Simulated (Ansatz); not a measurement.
Consider Al3GaN4.

Input

```
crystal:
  lattice:
    - [0.0, -4.4069948432, 0.0]
    - [0.0, 0.0, -4.4069948432]
    - [8.8139896863, 0.0, 0.0]
  atoms:
    - { symbol: Al, position: [0.5, 1.0, 0.25] }
    - { symbol: Al, position: [0.5, 1.0, 0.75] }
    - { symbol: Al, position: [0.0, 0.5, 0.25] }
    - { symbol: Al, position: [0.0, 0.5, 0.75] }
    - { symbol: Al, position: [0.5, 0.5, 0.5] }
    - { symbol: Al, position: [0.5, 0.5, 0.0] }
    - { symbol: Ga, position: [0.0, 1.0, 0.5] }
    - { symbol: Ga, position: [0.0, 1.0, 0.0] }
    - { symbol: "N", position: [0.2552922824, 0.7447077176, 0.3723538588] }
    - { symbol: "N", position: [0.2552922824, 0.7447077176, 0.8723538588] }
    - { symbol: "N", position: [0.7447077176, 0.2552922824, 0.3723538588] }
    - { symbol: "N", position: [0.7447077176, 0.2552922824, 0.8723538588] }
    - { symbol: "N", position: [0.2552922824, 0.2552922824, 0.1276461412] }
    - { symbol: "N", position: [0.2552922824, 0.2552922824, 0.6276461412] }
    - { symbol: "N", position: [0.7447077176, 0.7447077176, 0.1276461412] }
    - { symbol: "N", position: [0.7447077176, 0.7447077176, 0.6276461412] }
basis:
  ecutwfc: 420
kpoints:
  mp_grid: { grid: [5, 5, 3] }
hamiltonian:
  xc: pbesol
scf:
  occupations: { method: gaussian, width: 0.05 }
output:
  forces: true
  stress: true
  eigenvalues: true
  write_density: true
  write_potential: true
  elf: true
  volumetric_format: npy
```

Command:

```sh
ansatz run input.yaml --threads 2 --pin off --max-ram 5120MiB --backend cpu --events-out ev --progress --plain --runs-dir out
```

Space group P-43m; a structure from a database of computed crystals, not necessarily the ambient phase.

The calculation used Ansatz 0.2.0, DFT PBEsol, scalar-relativistic, plane waves, PAW.

What can the converged valence pseudo-density and electron localisation function tell about the bonding?

Al–N (1.90 Å): ρ is about 0.68 e/Å³ halfway; the ELF peaks at about 0.90 between the atoms; a shared but strongly polarised pair.
Ga–N (1.95 Å): ρ is about 0.74 e/Å³ halfway; the ELF peaks at about 0.80 in the valence shell of N, 0.7 Å from its nucleus, and is about 0.45 at the midpoint.

Does the calculation give a band gap?

It is gapped, with a Kohn–Sham gap of 3.3 eV on the k-point mesh (the band edges may lie off the mesh, which would make the gap smaller).

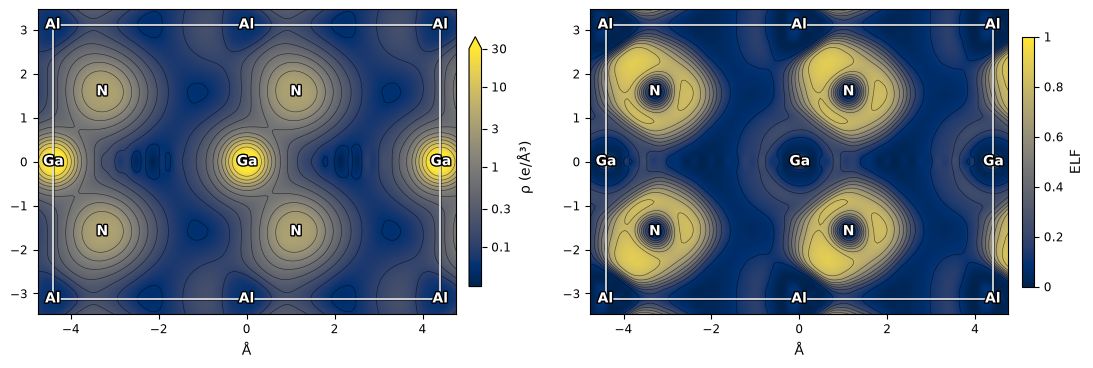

Computed valence pseudo-density and electron localisation function on the (11̄0) plane of the calculation cell, in this order. 

The density is the valence pseudo-density of a PAW calculation; it isn't the true density close to the nuclei.
